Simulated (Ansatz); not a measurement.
# SnO: geometry relaxation (part 2 of 2)

SnO (P4/nmm, 4 atoms in the cell); DFT PBEsol, scalar-relativistic, plane waves, PAW, no spin polarisation (Ansatz 0.2.0); cutoff 420 eV, 12×12×10 k-mesh, Gaussian smearing of 0.1 eV. The structure derives from an entry of the Crystallography Open Database.

Geometry of the input (Å; fractional positions):
```
3.8020  0.0000  0.0000
0.0000  3.8020  0.0000
0.0000  0.0000  4.8360
Sn 0.0000  0.5000  0.2385
Sn 0.5000  0.0000  0.7615
O  0.0000  0.0000  0.0000
O  0.5000  0.5000  0.0000
```

### Log, continued
```
SCF iter   1: F=—  HF=-13021.421563 eV  |F-HF|=—  |Δ(HF+E_count)|=         —  Δρ=8.13e-5  dr2=7.29e-6  ethr=1.94e-8  ⟨swp⟩=2.0  Hψ=22029  notcnv=0
preconditioner: auto → Kerker (q_TF=auto, 2.492 Å⁻¹)  [metal: Δε(μ)=0.058 eV  Ē_g=18.048 eV  σ=0.100 eV  W_gap=0.31  n_scr=18 (ndim 8)  ℏωp=28.3 eV  f_vac=0.010  D(μ)=0.15/eV (n_scr^D=0)]
SCF iter   2: F=—  HF=-13021.421522 eV  |F-HF|=—  |Δ(HF+E_count)|=   4.13e-5  Δρ=4.40e-5  dr2=4.03e-6  ethr=1.82e-8  ⟨swp⟩=1.0  Hψ=4032  notcnv=0
SCF iter   3: F=—  HF=-13021.421521 eV  |F-HF|=—  |Δ(HF+E_count)|=   9.25e-7  Δρ=2.88e-5  dr2=8.59e-7  ethr=1.01e-8  ⟨swp⟩=2.0  Hψ=4536  notcnv=0
SCF iter   4: F=—  HF=-13021.421521 eV  |F-HF|=—  |Δ(HF+E_count)|=   2.22e-7  Δρ=8.58e-6  dr2=6.89e-8  ethr=2.15e-9  ⟨swp⟩=2.7  Hψ=6936  notcnv=0
SCF iter   5: F=-13021.421521 eV  HF=-13021.421521 eV  |F-HF|=4.80e-10  |Δ(HF+E_count)|=   3.12e-9  Δρ=2.57e-6  dr2=5.36e-9  ethr=1.15e-10  ⟨swp⟩=8.7  Hψ=23951  notcnv=0
SCF 7 converged in 5 iterations: F = -13021.421521 eV  dr2 = 5.36e-9
relax step   7: F+E_penalty+E_count = -13021.42152099 eV  Δ(F+E_penalty+E_count) = +2.034e-4 eV  max|allowed force component| = 2.212e-3 eV/Å  Δτ_max = 0.0000 Å  P = +0.011 GPa  Ω = 68.830 Å³  energy of the carried Pulay correction = +5.402e-4 eV  (5 SCF iters, dr2 threshold 4.61e-8 eV, accepted)
iter 1 solved again at ethr=1.00e-7 eV; its pass at ethr=3.10e-3 eV (dr2=4.02e-5 eV) is discarded
SCF iter   1: F=—  HF=-13021.420975 eV  |F-HF|=—  |Δ(HF+E_count)|=         —  Δρ=2.51e-5  dr2=7.85e-8  ethr=1.00e-7  ⟨swp⟩=3.2  Hψ=28777  notcnv=0
SCF iter   2: F=—  HF=-13021.420933 eV  |F-HF|=—  |Δ(HF+E_count)|=   4.16e-5  Δρ=1.17e-5  dr2=2.36e-8  ethr=1.96e-10  ⟨swp⟩=2.6  Hψ=7601  notcnv=0
SCF iter   3: F=—  HF=-13021.420933 eV  |F-HF|=—  |Δ(HF+E_count)|=   2.05e-8  Δρ=5.68e-6  dr2=4.38e-9  ethr=5.91e-11  ⟨swp⟩=1.9  Hψ=4494  notcnv=0
SCF iter   4: F=—  HF=-13021.420933 eV  |F-HF|=—  |Δ(HF+E_count)|=   6.01e-9  Δρ=2.49e-6  dr2=1.08e-9  ethr=1.10e-11  ⟨swp⟩=2.1  Hψ=5001  notcnv=0
SCF iter   5: F=—  HF=-13021.420933 eV  |F-HF|=—  |Δ(HF+E_count)|=   1.24e-9  Δρ=5.84e-7  dr2=1.30e-10  ethr=2.69e-12  ⟨swp⟩=3.0  Hψ=7540  notcnv=0
SCF iter   6: F=-13021.420933 eV  HF=-13021.420933 eV  |F-HF|=3.64e-12  |Δ(HF+E_count)|=  6.55e-11  Δρ=9.47e-8  dr2=9.43e-12  ethr=1.00e-12  ⟨swp⟩=6.6  Hψ=18992  notcnv=0
SCF 8 converged in 6 iterations: F = -13021.420933 eV  dr2 = 9.43e-12
relax step   8: F+E_penalty+E_count = -13021.42093325 eV  Δ(F+E_penalty+E_count) = +5.877e-4 eV  max|allowed force component| = 2.347e-3 eV/Å  Δτ_max = 0.0000 Å  P = -0.000 GPa  Ω = 68.830 Å³  stress off target by 1.58e-2 GPa  SCF on the basis re-selected at this cell (its energy is not comparable with the rows above)  (6 SCF iters)
```

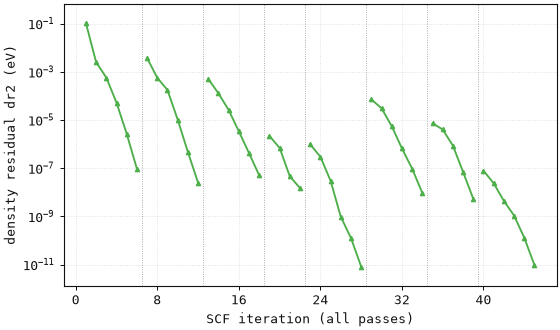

*Convergence of the self-consistent field: density residual dr2 against the SCF iteration. The dotted lines part the SCF passes of the relaxation: geometry steps, rejected trials and re-solves on a re-selected basis.*

The 8 passes take 4 to 6 iterations each, 45 in all.

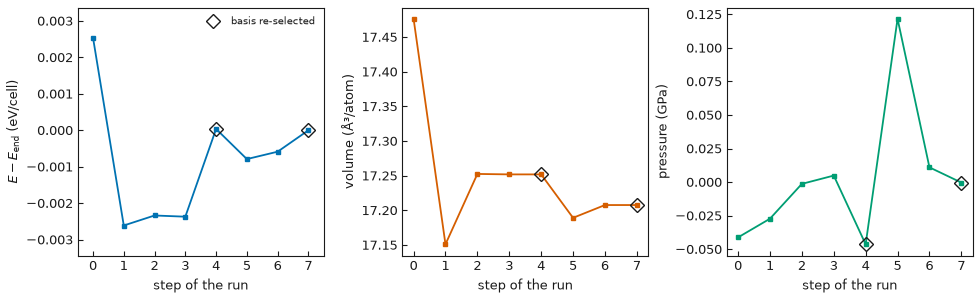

*Progress of the relaxation, step by step (the first geometry is step 0 here and step 1 in the log).*

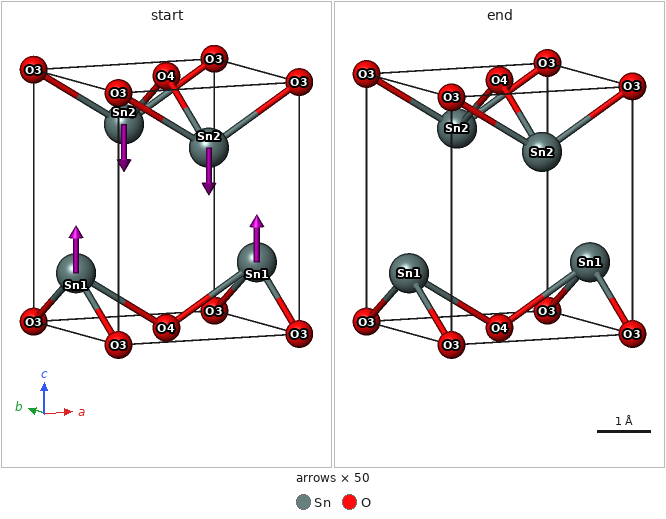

*Before (left) and after (right) the relaxation, at one scale (ball-and-stick view of the cell of the calculation, seen at an oblique angle). The pink arrows give the displacements (without the part carried along by the change of the cell), magnified 50 times.*

The largest moves relative to the cell, 0.019 Å, are those of Sn1 and Sn2. O stays in place. The volume changes by −1.5 %, with a = b 3.802 → 3.805 Å (+0.1 %), c 4.836 → 4.753 Å (−1.7 %). The space group stays P4/nmm (No. 129). After 5 geometry steps the energy has fallen by 3.1 meV per cell of the calculation. The largest force component goes from 0.057 to 0.0023 eV/Å. Pressure: −0.04 GPa at the start and 0.00 GPa at the end. 1 further SCF at an unchanged geometry re-selected the plane-wave basis for the new cell. The energy change given includes the shifts at the re-selections in mid-walk, which come without any move. A last SCF at the same geometry on a re-selected plane-wave basis shifts the energy by +0.6 meV per cell of the calculation. (Atoms are counted from 1 in the order of the input.)

```
basis re-selected at this cell: Δ(F+E_penalty+E_count) = +5.877e-4 eV, ΔP = -0.011 GPa vs the last step (what re-selecting the basis moved, of the pressure what is left beyond the Pulay correction that the steps carried, after the strain that the cell walked since its last selection, with what the two solves' SCF thresholds leave and, on support functions, any second-order correction that the steps lacked; it is no measure of the basis error at this ecutwfc). This SCF's stress stands 1.58e-2 GPa from its target on what of the cell is left free (relax.cell.stress_tol is 5.00e-2 GPa) and its largest allowed force component is 2.35e-3 eV/Å (relax.f_tol is 5.00e-3 eV/Å): within both
SCF converged after 6 iterations
Free energy (F): -13021.420933 eV
Harris-Foulkes:  -13021.420933 eV  (|F-HF|=3.64e-12)
Internal energy: -13021.420182 eV  (E = F + TS)
E sigma→0 (E₀):  -13021.420557 eV
Entropy (-TS):   -0.000752 eV (-0.188 meV/atom)
Fermi energy:    10.128836 eV
--- Per-component energies (eV) ---
  E_band       = -179.555367
  E_kinetic    = 723.745243
  E_local      = -2594.217535  (includes V_loc(G=0)·N_el)
  E_nonlocal   = 36.353576
  E_hartree    = 1408.238250
  E_xc         = -904.381102
  E_vxc        = -380.998932  (∫ρ·V_xc dr)
  E_paw        = -8435.145778  (= ΣΔE_a)
  E_vpaw       = -780.918904  (= ΣTr[D̂ρ^β])
  E_aug_tail   = 0.004790  (compensation charges beyond the density's cutoff)
  E_ewald      = -3256.657879
  E_core_change = 0.640255  (= ΣΔE_core)
  E_smearing   = -0.000752  (= −TS)
  E_closure    = -0.000000  (closes the sum)
  Σ components = -13021.420933   (vs F -13021.420933, Δ=0.00e0)
--- Forces (eV/Å), atoms counted from 1 ---
  atom   1  Sn     0.00000000     0.00000000     0.00234656
  atom   2  Sn     0.00000000     0.00000000    -0.00234656
  atom   3  O      0.00000000     0.00000000     0.00000000
  atom   4  O      0.00000000     0.00000000     0.00000000
  max |Σ_I F_I| component: 5.64e-17 eV/Å
--- Stress (GPa, compression-positive) ---
        0.007347       0.000000       0.000000
        0.000000       0.007347       0.000000
        0.000000       0.000000      -0.015839
  P = ⅓ Tr σ = -0.0004 GPa (-0.004 kbar)
--- Band table (eV; the first three rows and the last of 168) ---
  k-point 0: bands = ["-11.8780", "-11.4337", "-11.4337", "-11.4292", "-11.3865", "-11.3763", "-11.3247", "-11.3188", "-11.2973", "-11.2973", "-10.1140", "-7.3914", "2.4194", "3.2274", "3.7444", "3.7444", "6.5862", "6.8945", "6.8945", "10.0743", "12.2247", "14.6020", "14.6267", "14.6267"]
  k-point 1: bands = ["-11.8761", "-11.4312", "-11.4311", "-11.4311", "-11.3852", "-11.3749", "-11.3260", "-11.3202", "-11.3003", "-11.3003", "-10.1096", "-7.3915", "2.0169", "3.7338", "3.7569", "3.7569", "6.5786", "6.8931", "6.8931", "10.0093", "12.0642", "14.2723", "14.2723", "14.6437"]
  k-point 2: bands = ["-11.8708", "-11.4365", "-11.4237", "-11.4237", "-11.3812", "-11.3708", "-11.3300", "-11.3241", "-11.3087", "-11.3087", "-10.0980", "-7.3918", "1.4858", "3.7902", "3.7902", "4.5745", "6.5573", "6.8892", "6.8892", "9.7520", "11.7852", "13.7168", "13.7168", "14.5229"]
  k-point 167: bands = ["-11.7884", "-11.7884", "-11.3942", "-11.3942", "-11.3656", "-11.3656", "-11.3391", "-11.3391", "-11.2960", "-11.2960", "-8.2932", "-8.2932", "1.0273", "1.0273", "4.3889", "4.3889", "7.2708", "7.2708", "7.5643", "7.5643", "12.3474", "12.3474", "14.2277", "14.2277"]
--- Relaxed structure (6 steps of the walk, 6 accepted, 2 SCFs on fresh bases) ---
  F+E_penalty+E_count = -13021.42093325 eV   max|allowed force component| = 2.347e-3 eV/Å   (the final SCF, on the basis selected at the relaxed cell)
  cell:  # Å, volume = 68.8304 Å³
    - [3.8053768835283344, -2.7773830779093474e-35, 0.0]
    - [-2.7773830779093474e-35, 3.8053768835283344, 0.0]
    - [0.0, 0.0, 4.753185132270024]
  atoms:
    - { symbol: Sn, position: [-9.893692589771994e-38, 0.5, 0.24239864939992534] }
    - { symbol: Sn, position: [0.5, 0.0, 0.7576013506000745] }
    - { symbol: O, position: [9.893692589772015e-38, -4.147202159483519e-87, 9.248002401783922e-20] }
    - { symbol: O, position: [0.5, 0.5, 9.248002401783922e-20] }
```

### Trajectory as extended XYZ (Å, eV, eV/Å), 8 frames, from step=1 to step=8
```
4
Lattice="3.8020 0.0000 0.0000 0.0000 3.8020 0.0000 0.0000 0.0000 4.8360" Properties=species:S:1:pos:R:3:forces:R:3 step=1 energy=-13021.41839 pressure_GPa=-0.04
Sn    0.0000    1.9010    1.1534    0.0000   0.0000   0.0566
Sn    1.9010    0.0000    3.6826    0.0000   0.0000  -0.0566
O     0.0000    0.0000    0.0000    0.0000   0.0000   0.0000
O     1.9010    1.9010    0.0000    0.0000   0.0000   0.0000
4
Lattice="3.7970 0.0000 0.0000 0.0000 3.7970 0.0000 0.0000 0.0000 4.7584" Properties=species:S:1:pos:R:3:forces:R:3 step=2 energy=-13021.42355 pressure_GPa=-0.03
Sn    0.0000    1.8985    1.1608    0.0000   0.0000  -0.1055
Sn    1.8985    0.0000    3.5976    0.0000   0.0000   0.1055
O     0.0000    0.0000    0.0000    0.0000   0.0000   0.0000
O     1.8985    1.8985    0.0000    0.0000   0.0000   0.0000
4
Lattice="3.8035 0.0000 0.0000 0.0000 3.8035 0.0000 0.0000 0.0000 4.7702" Properties=species:S:1:pos:R:3:forces:R:3 step=3 energy=-13021.42327 pressure_GPa=-0.00
Sn    0.0000    1.9018    1.1541    0.0000   0.0000  -0.0102
Sn    1.9018    0.0000    3.6161    0.0000   0.0000   0.0102
O     0.0000    0.0000    0.0000    0.0000   0.0000   0.0000
O     1.9018    1.9018    0.0000    0.0000   0.0000   0.0000
4
Lattice="3.8048 0.0000 0.0000 0.0000 3.8048 0.0000 0.0000 0.0000 4.7668" Properties=species:S:1:pos:R:3:forces:R:3 step=4 energy=-13021.42330 pressure_GPa=0.00
Sn    0.0000    1.9024    1.1529    0.0000   0.0000   0.0004
Sn    1.9024    0.0000    3.6138    0.0000   0.0000  -0.0004
O     0.0000    0.0000    0.0000    0.0000   0.0000   0.0000
O     1.9024    1.9024    0.0000    0.0000   0.0000   0.0000
4
Lattice="3.8048 0.0000 0.0000 0.0000 3.8048 0.0000 0.0000 0.0000 4.7668" Properties=species:S:1:pos:R:3:forces:R:3 step=5 energy=-13021.42090 pressure_GPa=-0.05
Sn    0.0000    1.9024    1.1529    0.0000   0.0000   0.0011
Sn    1.9024    0.0000    3.6138    0.0000   0.0000  -0.0011
O     0.0000    0.0000    0.0000    0.0000   0.0000   0.0000
O     1.9024    1.9024    0.0000    0.0000   0.0000   0.0000
4
Lattice="3.8038 0.0000 0.0000 0.0000 3.8038 0.0000 0.0000 0.0000 4.7519" Properties=species:S:1:pos:R:3:forces:R:3 step=6 energy=-13021.42172 pressure_GPa=0.12
Sn    0.0000    1.9019    1.1519    0.0000   0.0000   0.0162
Sn    1.9019    0.0000    3.6001    0.0000   0.0000  -0.0162
O     0.0000    0.0000    0.0000    0.0000   0.0000   0.0000
O     1.9019    1.9019    0.0000    0.0000   0.0000   0.0000
4
Lattice="3.8054 0.0000 0.0000 0.0000 3.8054 0.0000 0.0000 0.0000 4.7532" Properties=species:S:1:pos:R:3:forces:R:3 step=7 energy=-13021.42152 pressure_GPa=0.01
Sn    0.0000    1.9027    1.1522    0.0000   0.0000   0.0022
Sn    1.9027    0.0000    3.6010    0.0000   0.0000  -0.0022
O     0.0000    0.0000    0.0000    0.0000   0.0000   0.0000
O     1.9027    1.9027    0.0000    0.0000   0.0000   0.0000
4
Lattice="3.8054 0.0000 0.0000 0.0000 3.8054 0.0000 0.0000 0.0000 4.7532" Properties=species:S:1:pos:R:3:forces:R:3 step=8 energy=-13021.42093 pressure_GPa=-0.00
Sn    0.0000    1.9027    1.1522    0.0000   0.0000   0.0023
Sn    1.9027    0.0000    3.6010    0.0000   0.0000  -0.0023
O     0.0000    0.0000    0.0000    0.0000   0.0000   0.0000
O     1.9027    1.9027    0.0000    0.0000   0.0000   0.0000
```

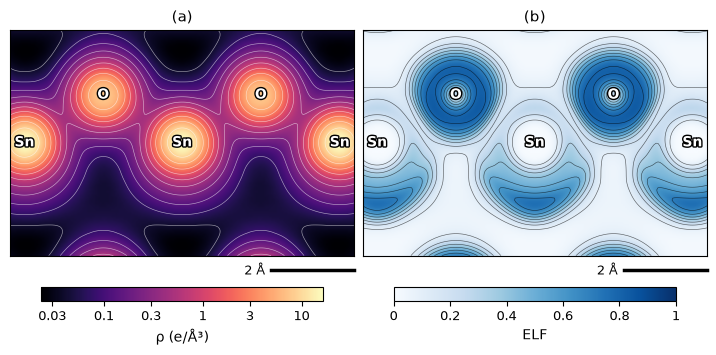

*(a) valence charge density (pseudo); (b) ELF on the (010) plane of the conventional cell.*

The section cuts through Sn and O sites. Sn–O (2.22 Å): ρ is about 0.48 e/Å³ halfway; the ELF is about 0.20 at the midpoint (no shared pair; the contact is polar). Away from the nuclei the density in this plane falls to 0.02 e/Å³ at its lowest. The fields are those of the smooth PAW valence density.

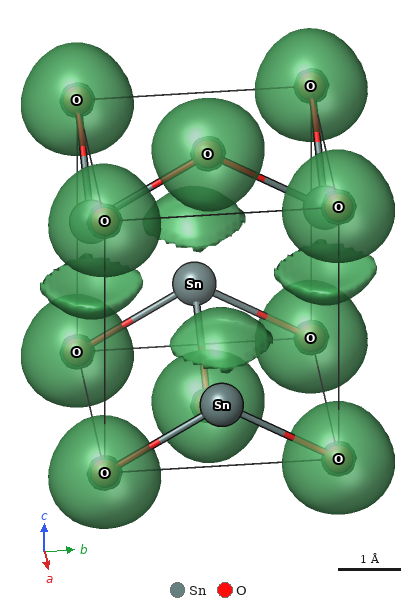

*Isosurface of the electron localisation function at 0.6 (green), seen at an oblique angle. Only the valence region is drawn (cores and ρ < 0.01 e/Å³ removed). Sticks mark near contacts. The outline is the cell set on symmetry axes.*

Along the contacts the grid gives the following. Sn–O (2.22 Å): the ELF is about 0.20 at the midpoint (a polar contact without a shared pair, in a metal).
